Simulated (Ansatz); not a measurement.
## Electronic structure of BaTiO3 in real space

```yaml
crystal:
  lattice:
    - [3.99218, 0.00000, 0.00000]
    - [0.00000, 3.97232, 0.00000]
    - [0.00000, 0.00000, 4.11238]
  atoms:
    - { symbol: Ba, position: [0.00000, 0.00000, 0.99261] }
    - { symbol: Ti, position: [0.50000, 0.50000, 0.47453] }
    - { symbol: O, position: [0.50000, 0.50000, 0.03157] }
    - { symbol: O, position: [0.50000, 0.00000, 0.51464] }
    - { symbol: O, position: [0.00000, 0.50000, 0.51464] }
```

Space group Pmm2; changed on purpose from its base cell (strain +0.0050 x Voigt [1, 0, 0, 0, 0, 0], atoms carried along); computed without spin polarisation.

All numbers below come from DFT r2SCAN, scalar-relativistic, plane waves, PAW in Ansatz.

In a PAW calculation such maps are meaningful between the atoms, not at the nuclei.

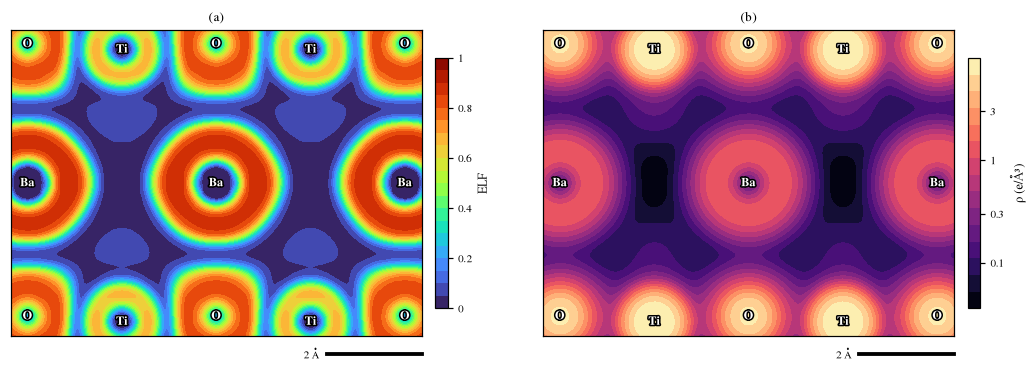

Figure 1. (a) electron localisation function; (b) valence pseudo-density on the (101̄) plane of the standardised cell.

Q: What do the fields say about this system?

A: The section cuts through Ba, Ti and O sites. Ba–O (2.80 Å): the density is about 0.2 e/Å³ at the midpoint; the ELF is about 0.10 at the midpoint (a largely ionic contact). Ti–O (1.99 Å): ρ at the midpoint is about 0.64 e/Å³; the ELF peaks at about 0.80 in the valence shell of O, 0.6 Å from its nucleus, and is about 0.20 at the midpoint; no localised pair shows between them. Ba–O (2.93 Å): ρ is about 0.16 e/Å³ halfway; the ELF is about 0.10 at the midpoint (a largely ionic contact). Between the atoms the lowest density in this plane is 0.04 e/Å³. The features right at Ba and Ti lie inside the PAW spheres, where the map follows smoothed inner orbitals and isn't to be read closely.

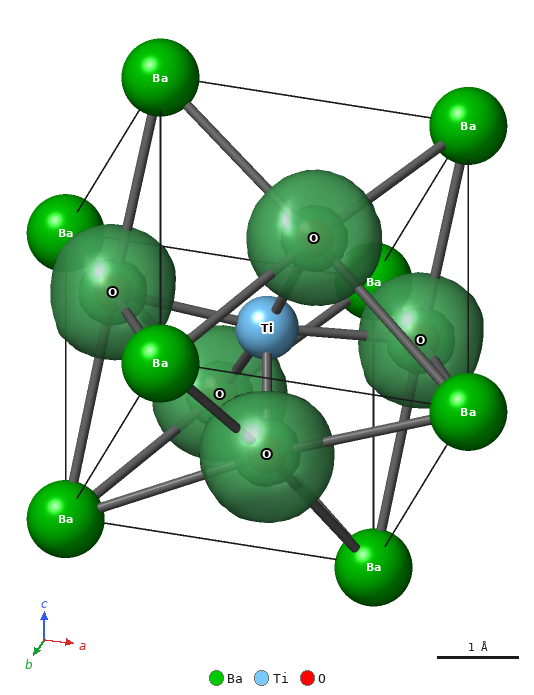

Figure 2. Isosurface of the ELF at 0.75 (green), seen at an oblique angle. Core shells and regions of very low density are left out. Sticks mark near contacts.

Q: Identify the bonds, lone pairs and shells in this picture.

A: The surface consists of three regions wrapped around O (the valence shell of each), counted in one cell of 5 atoms. Regions shared between cells count once. Along the contacts the grid gives the following. Ti–O (1.82 Å): the ELF peaks at about 0.80 in the valence shell of O, 0.5 Å from its nucleus, and is about 0.30 at the midpoint; no shared electron pair shows on this line. Ba–O (2.79 Å): the ELF is about 0.10 at the midpoint (a closed-shell, largely ionic contact).

Q: Does the calculation give a band gap?

A: It is gapped, with a Kohn–Sham gap of 2.2 eV on the k-point mesh (the band edges may lie off the mesh, which would make the gap smaller).
